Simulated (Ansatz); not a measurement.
**GaP: band-structure calculation (part 2 of 2)**

GaP (F-43m, 2 atoms in the cell); DFT, dielectric-dependent PBE0 (fraction 1/eps_inf of PBE), plane waves, PAW, no spin polarisation (Ansatz 0.2.0); cutoff 420 eV, 6×6×6 k-mesh, fixed occupations. The structure was built on a prototype by a generator. The geometry comes from this level: r2SCAN.

Geometry of the input (Å; fractional positions):
```
0.0000  2.7254  2.7254
2.7254  0.0000  2.7254
2.7254  2.7254  0.0000
Ga 0.0000  0.0000  0.0000
P  0.2500  0.2500  0.2500
```

## File bands.tsv
```
# k_distance	band_0	band_1	band_2	band_3	band_4	band_5	band_6	band_7	band_8	band_9	band_10	band_11	band_12
# fermi_ev = 6.798243
# lock_threshold_ev = 1e-6
# [0, 0, 0] at k_distance = 0.000000
# [-0.5, -0.5, 0] at k_distance = 1.152709
# [-0.375, -0.375, 0.25] at k_distance = 1.560253
# [-0.375, 0, 0.375] at k_distance = 2.266141
# [0, 0, 0.5] at k_distance = 2.972028
# [-0.5, -0.25, 0.25] at k_distance = 3.787116
# [0, 0.424479, 0.424479] at k_distance = 5.007994
# levels_relative_to = fermi_ev
# free_energy_ev = -4540.009649
# largest_residual_norms_ev = 1.946e-3 4.666e-4 5.971e-4 3.543e-4 6.410e-4 4.432e-4 3.656e-4 4.804e-4 4.771e-4 7.757e-4 9.747e-4 1.100e-3 1.206e-3
0.000000	-15.560348	-15.560348	-15.560348	-15.460591	-15.460591	-13.036368	0.000000	0.000000	0.000000	2.430215	4.476286	4.476286	4.476286
1.152709	-15.667040	-15.497400	-15.497400	-15.494554	-15.440192	-9.975683	-7.025840	-2.799122	-2.799122	2.143763	2.354551	11.416725	11.416725
1.560253	-15.651133	-15.515548	-15.506129	-15.479169	-15.449187	-10.013437	-6.804082	-4.107854	-2.350761	2.714569	5.425822	8.971050	8.971968
2.266141	-15.651133	-15.515548	-15.506129	-15.479169	-15.449187	-10.013437	-6.804082	-4.107854	-2.350761	2.714569	5.425822	8.971050	8.971968
2.972028	-15.630845	-15.536101	-15.536101	-15.454056	-15.454056	-10.907350	-6.914830	-1.165140	-1.165140	2.231149	5.319402	5.319402	8.916153
3.787116	-15.647601	-15.523268	-15.502059	-15.475670	-15.452432	-9.882127	-6.800877	-3.735849	-3.561136	5.274963	5.558954	6.753096	6.766977
5.007994	-15.662219	-15.501042	-15.501042	-15.492370	-15.441329	-10.343512	-6.542005	-2.698732	-2.698732	2.093158	2.668830	10.578890	10.578890
```

## File rho_z.tsv
```
# z_ang	rho[e/angstrom^3]
# format = ansatz-planar-average/11
# lattice	0.000000000	2.725399295	2.725399295
# lattice	2.725399295	0.000000000	2.725399295
# lattice	2.725399295	2.725399295	0.000000000
# sites	2
# site	31	0.000000000	0.000000000	0.000000000
# site	15	1.362699647	1.362699647	1.362699647
0.000000	1.503945e0
0.142752	1.374432e0
0.285503	1.041805e0
0.428255	7.237357e-1
0.571007	5.220680e-1
0.713759	4.153893e-1
0.856510	3.550312e-1
0.999262	3.132954e-1
1.142014	2.818811e-1
1.284766	2.583741e-1
1.427517	2.396799e-1
1.570269	2.215278e-1
1.713021	2.007454e-1
1.855772	1.776953e-1
1.998524	1.549333e-1
2.141276	1.353800e-1
2.284028	1.209139e-1
2.426779	1.120799e-1
2.569531	1.095328e-1
2.712283	1.143983e-1
2.855035	1.291694e-1
2.997786	1.588582e-1
3.140538	2.159824e-1
3.283290	3.324218e-1
3.426041	5.599186e-1
3.568793	9.206239e-1
3.711545	1.309902e0
```

## File v_z.tsv
```
# z_ang	v_es[eV]	v_tot[eV]
# format = ansatz-planar-average/11
# xc	{"exchange":"pbe","correlation":"pbe","exx":{"coeff":0.09640610261516219,"omega":null}}
# density_cutoff_ev	1680
# datasets	Ga=:simpson_from_first_knot:soft:fock:shift=0	P=:simpson_from_first_knot:soft:fock:shift=0
# lattice	0.000000000	2.725399295	2.725399295
# lattice	2.725399295	0.000000000	2.725399295
# lattice	2.725399295	2.725399295	0.000000000
# sites	2
# site	31	0.000000000	0.000000000	0.000000000
# site	15	1.362699647	1.362699647	1.362699647
0.000000	1.399250e0	-9.014694e0
0.142752	2.789259e-1	-1.039830e1
0.285503	-9.955323e-1	-1.181626e1
0.428255	-2.199932e0	-1.306176e1
0.571007	-3.075266e0	-1.389051e1
0.713759	-3.429837e0	-1.410912e1
0.856510	-3.183246e0	-1.363724e1
0.999262	-2.389913e0	-1.253375e1
1.142014	-1.198839e0	-1.094502e1
1.284766	2.647111e-1	-9.018965e0
1.427517	1.987423e0	-6.824803e0
1.570269	3.898632e0	-4.468385e0
1.713021	5.780651e0	-2.161085e0
1.855772	7.374593e0	-1.547627e-1
1.998524	8.505377e0	1.350978e0
2.141276	9.171048e0	2.324176e0
2.284028	9.484110e0	2.861849e0
2.426779	9.507283e0	3.001645e0
2.569531	9.249871e0	2.746579e0
2.712283	8.674721e0	2.089672e0
2.855035	7.776021e0	1.003984e0
2.997786	6.704802e0	-4.326850e-1
3.140538	5.642685e0	-2.040582e0
3.283290	4.685034e0	-3.636002e0
3.426041	3.834742e0	-5.122599e0
3.568793	3.056917e0	-6.479551e0
3.711545	2.290169e0	-7.738903e0
```

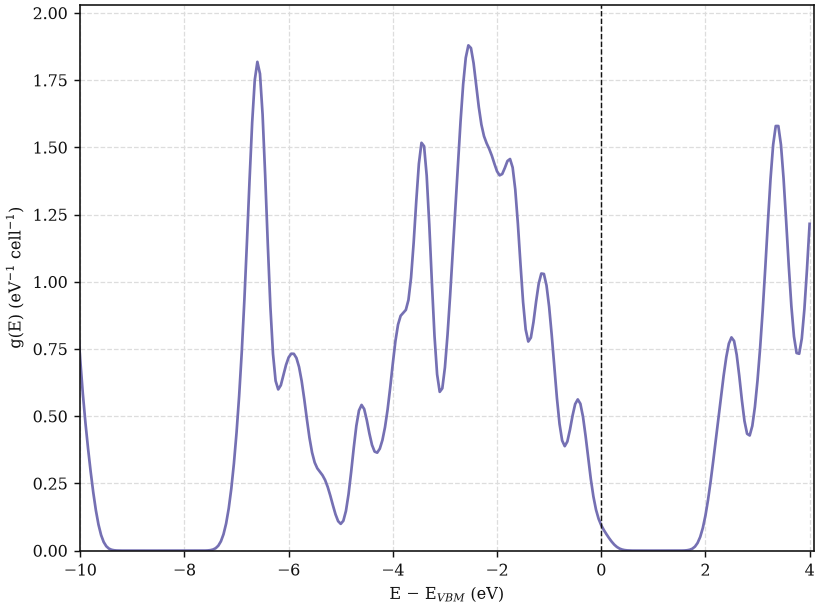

Density of states (the curve is built from the levels of the k mesh with Gaussians 0.4 eV wide, which also blur the band edges), with energies from the valence-band top. There is a gap of 2.14 eV on the k-point mesh. Small ripples come from the finite k-point mesh.

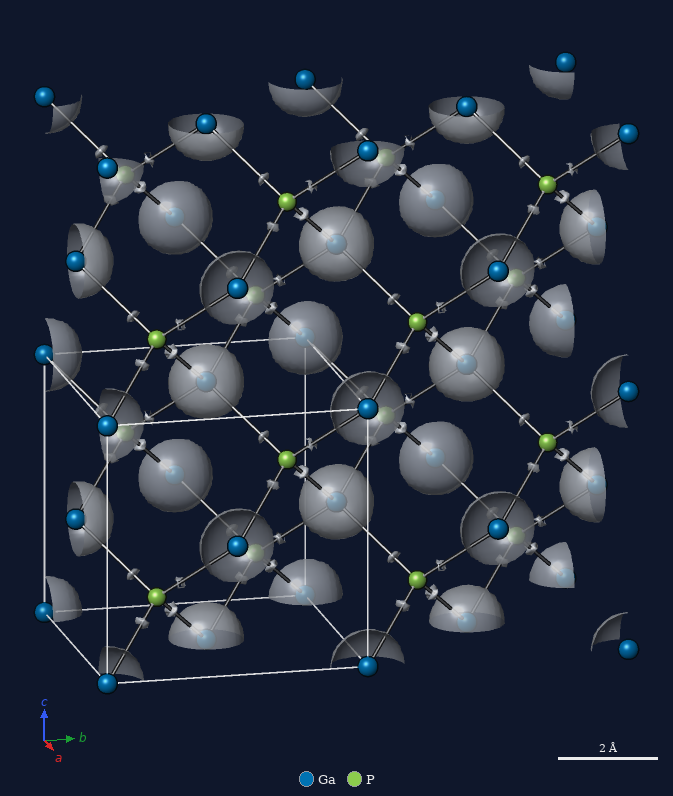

Isosurface of the valence pseudo-density at 0.8 e/Å³ (grey), seen slightly off an axis. Sticks mark near contacts. The outline is the cell set on symmetry axes. At this value the density breaks into separate islands; it holds about 50 % of the electrons treated as valence (semicore included). It is pinched off along the Ga–P (2.36 Å) contacts. On the grid the lowest density along these lines, outside the cores, is 0.53 e/Å³ (Ga–P, 2.36 Å). Core electrons are frozen (PAW), so the fields are smoothed inside the atomic spheres.

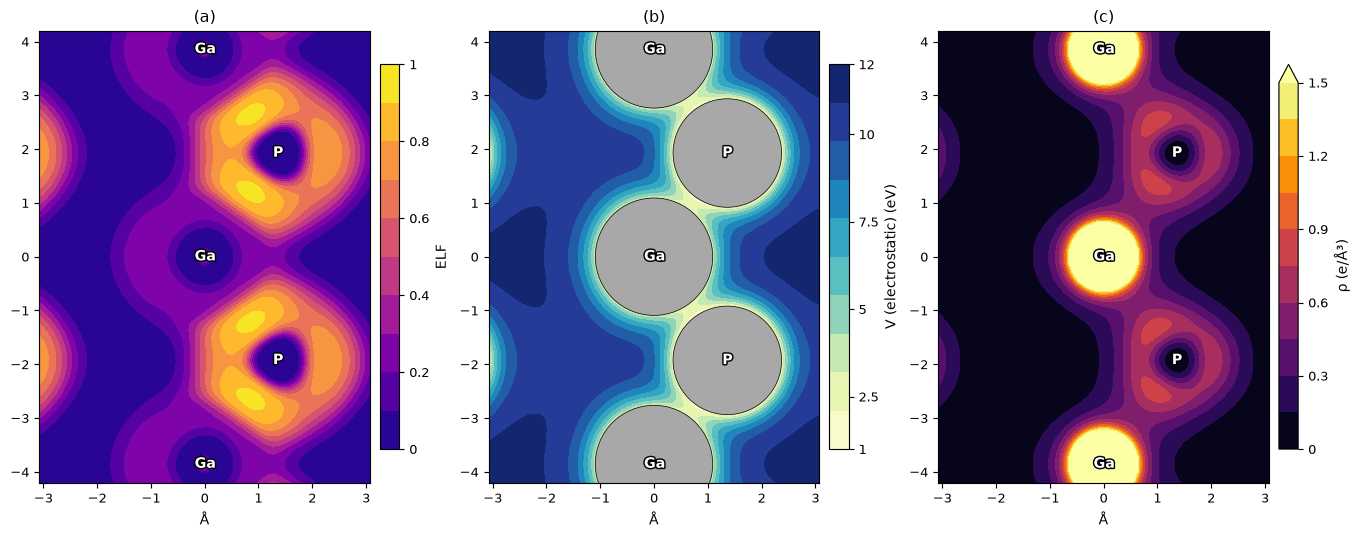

(a) electron localisation function; (b) electrostatic potential (local pseudopotential plus Hartree) felt by an electron; (c) valence pseudo-density on the (101) plane of the conventional cell. Grey discs, where drawn, cover atomic cores. Atoms in the plane: Ga and P. Ga–P (2.36 Å): ρ is about 0.55 e/Å³ halfway; the ELF is about 0.80 at the midpoint. Away from the nuclei the density in this plane falls to 0.02 e/Å³ at its lowest. The strong features right at Ga lie inside the PAW spheres (semicore, d or f shells) and say nothing about bonding. Outside the cores the potential energy rises away from the atoms and is highest about 2.4 Å from the nearest atoms; outside the discs it spans about 10 eV, and its zero is arbitrary.

## Results in brief

- outcome: converged
- space group (tolerance 0.01 Å): F-43m (216)
- electrons treated: 18
- free energy: −4540.0096 eV
- Fermi energy: 6.798 eV
- gap on the k-point mesh: 2.14 eV
- pressure: 1.70 GPa
- largest force (length of the vector): under 0.001 eV/Å
- wall time: 19 s (CPU time 66 s)
- peak memory: 1.3 GiB

Warnings of the run: the exchange loop's threshold is looser than advised for the stress; the SCF threshold is looser than advised for the printed stress.
